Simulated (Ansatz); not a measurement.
Al, as given below.

```cif
data_structure
_symmetry_space_group_name_H-M 'C2/c'
_symmetry_Int_Tables_number 15
_cell_length_a 2.7644
_cell_length_b 8.6326
_cell_length_c 2.8410
_cell_angle_alpha 90.000
_cell_angle_beta 90.602
_cell_angle_gamma 90.000
_cell_volume 67.79
loop_
_atom_site_label
_atom_site_type_symbol
_atom_site_symmetry_multiplicity
_atom_site_Wyckoff_symbol
_atom_site_fract_x
_atom_site_fract_y
_atom_site_fract_z
_atom_site_occupancy
Al1 Al 4 e 0.50000 0.86451 0.75000 1
```

Basis of the simulation: the end point of a relaxation with DFT, LDA (PW92), plane waves (420 eV) with PAW, scalar-relativistic in Ansatz; the starting structure was generated, so it need not be a known form of this composition.

Q: Predict the first 4 clear peaks of the X-ray G(r) with σ = 0.15 Å, and name the atom pairs.

A: 1. 2.78 Å: Al–Al at 2.74–2.84 Å
2. 3.92 Å: Al–Al at 3.88–3.98 Å
3. 4.83 Å: Al–Al at 4.53–4.91 Å
4. 5.44 Å: Al–Al at 5.34–5.68 Å

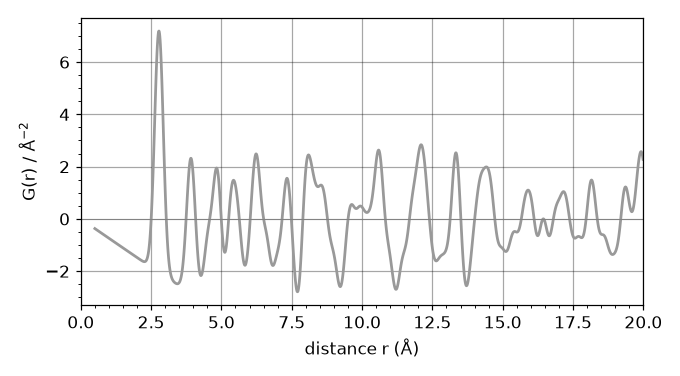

Computed X-ray G(r), with each pair weighted by the product of the atomic numbers (X-ray weights at Q = 0) and a uniform peak width σ = 0.15 Å, damped by exp(−(Q_damp r)²/2) with Q_damp = 0.040 Å⁻¹. There is no Q-range truncation.
